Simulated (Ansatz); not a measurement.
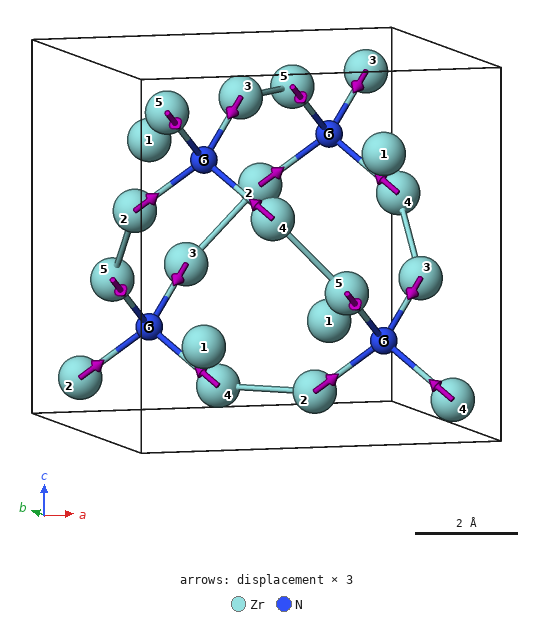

A relaxation of a crystal of Zr$_{5}$N (a generated structure, set up in F-43m) (coarse preliminary run). The starting structure is drawn; purple arrows show the displacements (the part carried along by the change of the cell is left out), magnified 3 times.

A ball-and-stick model of the conventional cell (4 times the calculation's cell), seen slightly off an axis. Lengths and directions refer to the drawn axes.

These are results of DFT PBE, scalar-relativistic, plane waves, PAW in Ansatz, not measurements. Settings: plane-wave cutoff 420 eV; k-point mesh 4 × 4 × 4; occupations gaussian; smearing width 0.1 eV; no spin polarisation; cell and atoms relaxed; force threshold 0.04 eV/Å; at most 70 steps.

Atoms of which element are displaced furthest, and by how much?

Answer. Zirconium: up to 0.22 Å, against 0.00 Å for nitrogen.

What happened in the run?

Answer. The largest moves relative to the cell, 0.22 Å, are those of Zr2, Zr3, Zr4 and Zr5. Zr2 goes along [1 −1 1]. N stays in place. The drawn cell changes as follows: a = b = c 7.411 → 8.908 Å (+20.2 %); the volume changes by +73.7 %. Among the contacts that change: Zr2–Zr3 2.156 → 2.958 Å, Zr1–Zr2 3.036 → 3.675 Å, Zr2–Zr3 (another image) 3.084 → 3.341 Å, Zr2–N6 1.889 → 2.046 Å. The space group stays F-43m (No. 216). Over 7 accepted moves (9 points after the start) the energy falls by 2586 meV per atom. The largest force component goes from 9.8 to 0.013 eV/Å. Pressure: 89.39 GPa at the start and 0.15 GPa at the end. The SCF was repeated twice at an unchanged geometry on a basis and grid sized afresh for the cell, which shifted the energy by 67.5 meV per atom at most.
